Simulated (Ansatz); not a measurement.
## Quasiparticle gap of Sn2S3 (Ottemannite)

How far does one-shot GW move the HSE06 gap of Sn2S3 (Ottemannite)?

Program: Ansatz 0.2.0. Level of theory: HSE06, then G0W0 on it, plane waves, PAW. Results are calculated unless marked as measured.

**1. Set-up**

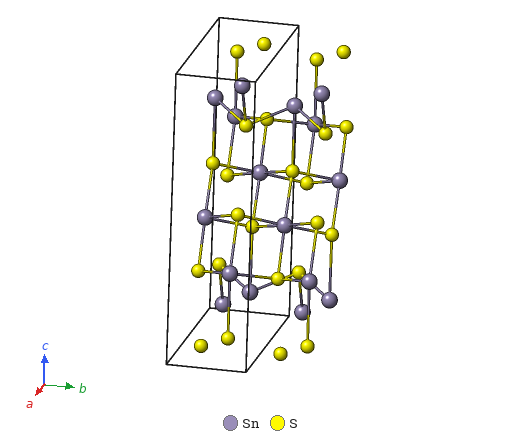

The cell as given, slightly off an axis (tin purple, sulfur yellow). 1×2×1 cells are drawn. Bonds to atoms that aren't drawn are left out.

The cell and positions come from the Crystallography Open Database and are kept as given unless a step says otherwise. The default PAW set here is soft_2. Its files were made with PBE.

**2. HSE06 levels on the mesh and at listed points**

HSE06 mixes in a quarter of exact exchange at short range.

This step: DFT, HSE06, plane waves, PAW.

input.yaml reads:

```yaml
crystal:
  lattice:
    - [8.878, 0.0, 0.0]
    - [0.0, 3.751, 0.0]
    - [0.0, 0.0, 14.02]
  atoms:
    - { symbol: Sn, position: [0.16494, 0.25, 0.05195] }
    - { symbol: Sn, position: [0.33506, 0.75, 0.55195] }
    - { symbol: Sn, position: [0.66494, 0.25, 0.44805] }
    - { symbol: Sn, position: [0.83506, 0.75, 0.94805] }
    - { symbol: Sn, position: [0.48509, 0.75, 0.16936] }
    - { symbol: Sn, position: [0.01491, 0.25, 0.66936] }
    - { symbol: Sn, position: [0.98509, 0.75, 0.33064] }
    - { symbol: Sn, position: [0.51491, 0.25, 0.83064] }
    - { symbol: S, position: [0.98047, 0.75, 0.1064] }
    - { symbol: S, position: [0.51953, 0.25, 0.6064] }
    - { symbol: S, position: [0.48047, 0.75, 0.3936] }
    - { symbol: S, position: [0.01953, 0.25, 0.8936] }
    - { symbol: S, position: [0.33879, 0.75, 0.99524] }
    - { symbol: S, position: [0.16121, 0.25, 0.49524] }
    - { symbol: S, position: [0.83879, 0.75, 0.50476] }
    - { symbol: S, position: [0.66121, 0.25, 0.00476] }
    - { symbol: S, position: [0.28631, 0.25, 0.21246] }
    - { symbol: S, position: [0.21369, 0.75, 0.71246] }
    - { symbol: S, position: [0.78631, 0.25, 0.28754] }
    - { symbol: S, position: [0.71369, 0.75, 0.78754] }
kpoints:
  mp_grid: { grid: [2, 4, 2] }
  band_path:
    path:
      - [0.0, 0.0, 0.0]
      - [0.5, 0.0, 0.0]
      - [0.5, 0.5, 0.0]
      - [0.0, 0.5, 0.0]
      - [0.0, 0.0, 0.5]
      - [0.5, 0.0, 0.5]
      - [0.5, 0.5, 0.5]
      - [0.0, 0.5, 0.5]
      - [0.1, 0.0, 0.0]
      - [0.0, 0.0, 0.45]
    npoints: 1
hamiltonian:
  xc: hse06
scf:
  occupations: { method: fixed }
  n_extra_bands: 10
output:
  eigenvalues: true
```

On the command line:

```bash
$ ansatz run input.yaml --threads 24 --pin off --max-ram 82944MiB --backend cuda --events-out ev --progress --plain --runs-dir out --devices 1 --max-vram 78GiB
```

Numbers of over 12 decimals in the logs are rounded to 6 here.

Log:

```text
scf.n_extra_bands = 10 over 92 filled bands (N_el = 184.0): the run solves 102 bands
GPUs: using 1 of 1 available (devices: 1).
Engine: ansatz 0.2.0, aarch64-unknown-linux-gnu
Pseudopotentials: kind: paw
Pseudopotential: Sn, paw, valence charge 14, recommended cutoff 420 eV (normal), Sn.paw.azcp
Pseudopotential: S, paw, valence charge 6, recommended cutoff 420 eV (normal), S.paw.azcp
Functional definition: HSE06
  parameter a = 0.25
  parameter omega = 0.11/bohr
  exchange = pbe_x - a*pbe_x_sr(omega) + a*exact_x_sr(omega)
  correlation = pbe_c
davidson cushion auto → on  (no smearing: the cushion is to keep the highest requested band from converging to the state above it; pin scf.eigensolver.cushion to override)
[...]
Crystal: 20 atoms, lattice volume = 466.885 Å³
Basis set: ecut = 420 eV, 9143 PW (Γ)
Bands: 102, of which v1, the nominal top of the filled ones, is band 92 counted from 1 (91 counted from 0)
Symmetry: 8 space group operations
Space group: Pnma (ITA 62), of the structure as read, at distance tolerance 7.8e-5 Å
k-points: 12 of 16
Non-local potential: Sn, projectors of the file, l = 0: 2, l = 1: 2, l = 2: 2, l = 3: 2
Non-local potential: S, projectors of the file, l = 0: 2, l = 1: 2, l = 2: 2
PAW form: soft (Blöchl's): semilocal exchange-correlation on the pseudo side does not see the compensation charge
PAW frozen core: Sn, regenerated for the run's functional, and the local potential with it (the file was generated under x = pbe(κ = 0.804, μ = 0.219515), c = pbe(β = 0.066725))
PAW frozen core: S, regenerated for the run's functional, and the local potential with it (the file was generated under x = pbe(κ = 0.804, μ = 0.219515), c = pbe(β = 0.066725))
PAW one-centre angular grid: Sn, 590 points (default); XC on 64 Gauss nodes
PAW one-centre angular grid: S, 110 points (default); XC on 64 Gauss nodes
Initial density: superposition of atomic densities (neutral atoms: chi_scale 0, normalization atom), corrected by the library's trained network
Initial wavefunctions: pseudopotential atomic-orbital guess
[...]
Functional: x = pbe(κ = 0.804, μ = 0.219515), c = pbe(β = 0.066725), warm-up for x = pbe(κ = 0.804, μ = 0.219515) + 0.25 (exact − pbe) at short range (hse, ω = 0.207870 Å⁻¹), c = pbe(β = 0.066725); HSE06 as pw.x's `hse` composes it (authors' and Libxc's form: `xc: wpbeh`)
SCF iter   1: F=—  HF=-59026.231622 eV  |F-HF|=—  |Δ(HF+E_count)|=         —  Δρ=2.23e-3  dr2=5.84e-2  ethr=1.77e-3  ⟨swp⟩=10.2  Hψ=5717  notcnv=0
preconditioner: auto → none  [insulator: Δε(μ)=0.758 eV  Ē_g=14.728 eV  n_scr=110 (ndim 8)  ℏωp=23.3 eV  f_vac=0.007]
SCF iter   2: F=—  HF=-59026.244087 eV  |F-HF|=—  |Δ(HF+E_count)|=   1.25e-2  Δρ=1.42e-3  dr2=3.35e-2  ethr=3.17e-5  ⟨swp⟩=5.6  Hψ=4587  notcnv=0
[...]
SCF iter   6: F=-59026.237893 eV  HF=-59026.237889 eV  |F-HF|=3.77e-6  |Δ(HF+E_count)|=   1.59e-5  Δρ=8.14e-5  dr2=2.84e-5  ethr=1.28e-7  ⟨swp⟩=3.3  Hψ=2931  notcnv=0
SCF 1 stopped early in 6 iterations: F = -59026.237893 eV  dr2 = 2.84e-5
  greatest PAW one-centre occupation: 0.993 electrons in one spin orbital (limit 2), on the Sn atom at site 3 (counted from 0), in its partial waves of l = 2
[...]
Exchange kernel: α = 0.2500, screened, ω = 0.2079 Å⁻¹, Wigner–Seitz truncation, v(0) = 1038.7383 eV·Å³, q-mesh 2×4×2, nearest image of the exchange supercell L = 15.00 Å, pair-density grid 40×18×60, without the augmentation charges, whose exchange is taken in its separable form by FFT convolution over the k-point mesh (sized by the pseudopotential files, 64×25×96 at the most), smooth part of the exact exchange by density-matrix convolution in up to 11.03 GiB of GPU memory as planned if the GPU has room (build and FFT work areas not counted)
Frozen-core exchange: fock
SCF iter   1: F=—  HF=-59065.521454 eV  |F-HF|=—  |Δ(HF+E_count)|=         —  Δρ=5.65e-3  dr2=1.06e-1  ethr=1.54e-7  ⟨swp⟩=9.5  Hψ=8032  notcnv=0
preconditioner: auto → none  [insulator: Δε(μ)=1.256 eV  Ē_g=9.179 eV  n_scr=110 (ndim 8)  ℏωp=17.5 eV  f_vac=0.007]
[...]
hybrid outer 1: dexx = +7.642e-2 eV, tail = 5.55e-4 eV
[...]
SCF 3 converged in 5 iterations: F = -59065.549328 eV  dr2 = 5.26e-8
hybrid outer 2: dexx = +1.399e-5 eV, tail = 4.77e-7 eV, Δε = 3.05e-3 eV (about 1.34e-4 eV left of the loop's levels)
[...]
--- Per-component energies (eV) ---
  E_band       = -1190.442098
  E_kinetic    = 2765.183214
  E_local      = -10416.694040  (includes V_loc(G=0)·N_el)
  E_nonlocal   = 82.370523
  E_hartree    = 5712.100576
  E_xc         = -3335.450657
  E_vxc        = -1453.354211  (∫ρ·V_xc dr)
  E_exx        = -426.538775  (= α·E_x^exact, valence–valence)
  E_paw        = -40811.777380  (= ΣΔE_a)
  E_vpaw       = -2739.065918  (= ΣTr[D̂ρ^β])
  E_aug_tail   = 0.000015  (compensation charges beyond the density's cutoff)
  E_ewald      = -12635.693603
  E_core_change = 0.950802  (= ΣΔE_core)
  E_smearing   = -0.000000  (= −TS)
  E_closure    = -0.000000  (closes the sum)
  Σ components = -59065.549324   (vs F -59065.549324, Δ=0.00e0)
--- Band table (eV; the first three rows and the last of 12) ---
  k-point 0: bands = ["-16.7966", "-16.7966", "-16.7586", "-16.7585", "-16.7324", "-16.7323", "-16.7215", "-16.7215", "-16.6745", "-16.6745", "-16.6656", "-16.6656", "-16.6493", "-16.6492", "-16.6279", "-16.6278", "-16.6248", "-16.6247", "-16.6098", "-16.6098", "-15.8477", "-15.8475", "-15.8468", "-15.8464", "-15.8000", "-15.7999", "-15.7994", "-15.7993", "-15.7614", "-15.7600", "-15.7596", "-15.7582", "-15.7560", "- [...]
  k-point 1: bands = ["-16.7966", "-16.7966", "-16.7585", "-16.7585", "-16.7324", "-16.7324", "-16.7215", "-16.7215", "-16.6745", "-16.6745", "-16.6656", "-16.6656", "-16.6493", "-16.6493", "-16.6278", "-16.6278", "-16.6247", "-16.6247", "-16.6098", "-16.6098", "-15.8476", "-15.8476", "-15.8466", "-15.8466", "-15.7999", "-15.7999", "-15.7993", "-15.7993", "-15.7609", "-15.7609", "-15.7587", "-15.7587", "-15.7559", "- [...]
  k-point 2: bands = ["-16.7821", "-16.7820", "-16.7680", "-16.7679", "-16.7541", "-16.7540", "-16.7336", "-16.7336", "-16.6543", "-16.6543", "-16.6486", "-16.6486", "-16.6448", "-16.6448", "-16.6370", "-16.6370", "-16.6224", "-16.6224", "-16.6186", "-16.6186", "-15.8276", "-15.8274", "-15.8260", "-15.8256", "-15.8110", "-15.8108", "-15.8097", "-15.8095", "-15.7713", "-15.7712", "-15.7697", "-15.7696", "-15.7585", "- [...]
  k-point 11: bands = ["-16.7998", "-16.7998", "-16.7998", "-16.7998", "-16.7377", "-16.7377", "-16.7377", "-16.7377", "-16.6499", "-16.6499", "-16.6499", "-16.6499", "-16.6237", "-16.6237", "-16.6237", "-16.6237", "-16.6213", "-16.6213", "-16.6213", "-16.6213", "-15.8260", "-15.8260", "-15.8260", "-15.8260", "-15.8042", "-15.8042", "-15.8042", "-15.8042", "-15.7852", "-15.7852", "-15.7852", "-15.7852", "-15.7549", " [...]
```

Elapsed: 23 s, on 1 × NVIDIA GB200 (shared by 2 runs) with 24 threads of Arm Neoverse V2, shared host; peak memory 2.9 GiB.

Numbers from this step:

* gap: 1.225 eV
* valence top at: k = (0.100, 0.000, 0.000)
* conduction bottom at: T
* least direct gap: 1.292 eV
* exact-exchange fraction: 0.25

Over mesh and listed points the gap is 1.225 eV, from k = (0.100, 0.000, 0.000) to k = (0.000, 0.500, 0.500). The least direct gap found is 1.292 eV, at k = (0.000, 0.000, 0.450). On the 2×4×2 mesh alone the same run gives 1.280 eV, so that mesh misses an edge of HSE06: 1.280 − 1.225 = +0.055 eV.

(Continued in part 2 of 2.)

[Paths, hosts, dates, memory and timing lines, banners, echoed tables and standing remarks are left out of the program output.]

[Logs are printed without paths, hosts, clocks, repeated set-up lines and the standing remarks that a program may print on its own settings, such as how far it seeks lower states.]

[Runs of the session that timed out or met a known fault of the program may be left out.]

[Cells called generated may have been cut or substituted from an entry of the Crystallography Open Database or the Materials Project.]

[Hosts, paths, dates, database ids (printed as entryN), source tags and the programs' standing remarks are cut or masked in the printed files.]

[Where an RPA ε∞ is given, it is that of the G0W0 mesh and is not shown converged in it. Names of k-points follow the symmetry that the program found, which can be lower than the space group named. Band edges on a path are those of the sampled points; other points can move an edge, and change direct to indirect where valleys lie close.]

[Hybrid gaps are those of their k-mesh and are not shown converged in it.]
